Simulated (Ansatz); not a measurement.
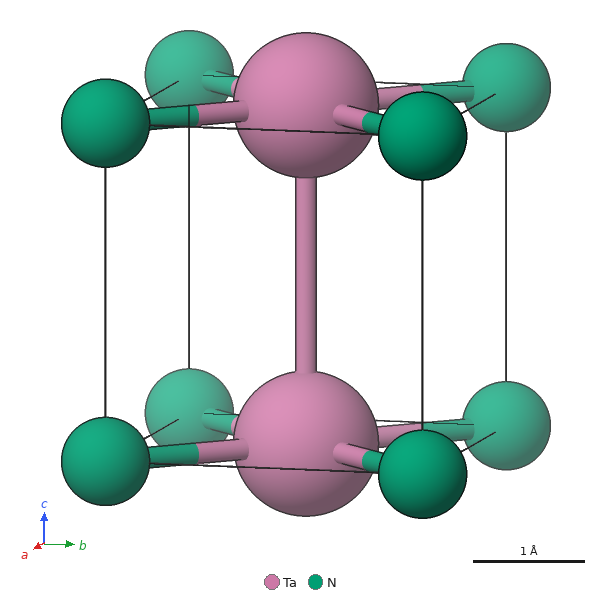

The crystal in a ball-and-stick representation, seen slightly off an axis. One conventional unit cell is outlined, and atoms on its boundary appear in each equivalent place. Cell: a = 2.96 Å, b = 2.96 Å, c = 3.09 Å, α = 90.00°, β = 90.00°, γ = 90.00°.

Provenance: a random cell made by a generator, so it need not be a real form of the compound. Earlier steps of the study, as a rule a relaxation of our own, may have changed the cell and positions, so they can lie some per cent off the listed ones. It was run through Ansatz as a DFT input.

Characterise what is shown.

Answer. Formula: TaN. It is primitive tetragonal, space group P4/mmm (No. 123). Cell content: 1 Ta, 1 N, that is 1 formula unit. Within bonding distance, the neighbour counts come to Ta 10 and N 4.

Calculation details: DFT PBE, scalar-relativistic, plane waves, PAW (Ansatz); plane-wave cutoff 420 eV, k-points on an 18×18×18 grid, Gaussian smearing of 0.1 eV, no spin polarisation.

Is it conducting or gapped at this level?

Answer. A metal: bands cross the Fermi level.

Predict the Bader charges.

Answer. Ta +1.63 e; N -1.63 e.

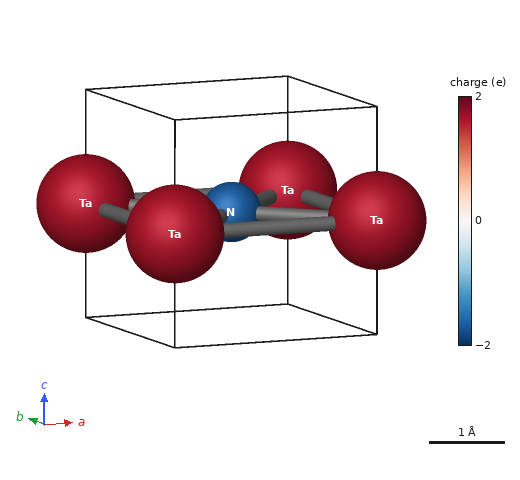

The atoms coloured by those charges. The run's cell of 2 atoms is drawn, so axes and origin can differ from the first picture.

Is this an equilibrium geometry for the method given?

Answer. Yes. All forces vanish to within 0.01 eV/Å. The pressure is 0.0 GPa, close to zero.
